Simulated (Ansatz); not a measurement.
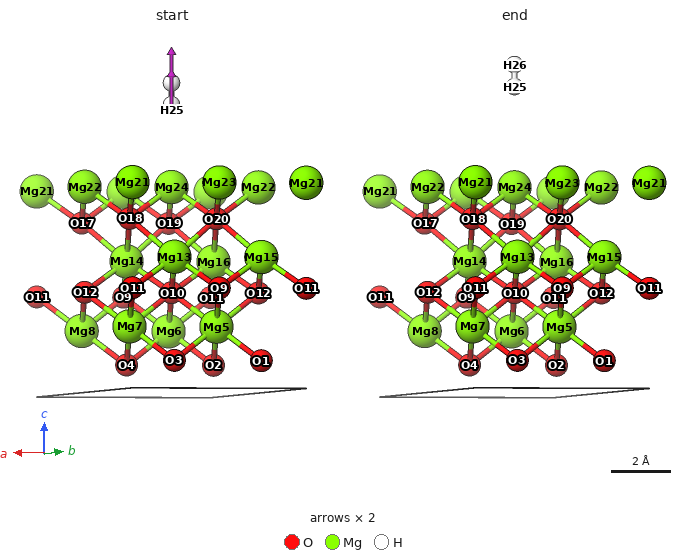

The structure of a slab of composition Mg₆HO₆ (cut from the Fm-3m phase) before (left) and after (right) a constrained relaxation, at one scale. The purple arrows give the displacements, magnified 2 times.

A ball-and-stick model of the cell of the calculation, outlined in the plane, without the vacuum (origin shifted), seen from a free direction.

Case: 1 H2 a cell, upright, over a top Mg site. The slab is the (1 1 1) face of MgO with H2 on it. 12 atoms are held fixed.

Computed with DFT PBE+D3(BJ), scalar-relativistic, plane waves, PAW in Ansatz. (plane-wave cutoff 420 eV; k-point mesh 3 × 3 × 1; occupations gaussian; smearing width 0.05 eV; no spin polarisation; dipole correction; atoms relaxed in a fixed cell; force threshold 0.04 eV/Å; at most 100 steps)

What changed between the two?

Answer. After 4 geometry steps the energy has fallen by 41.0 meV per cell of the calculation. The largest force component goes from 0.22 to 0.0076 eV/Å. The largest moves, 0.62 Å, are those of H25 and H26. H26 goes along the normal (+c). By element the largest moves are H 0.62 Å, Mg 0.01 Å. O stays in place. The cell stays as it was.

Limits of the set-up: the periodic images lie only 6.0 Å apart, so the values are limited by the cell's size.
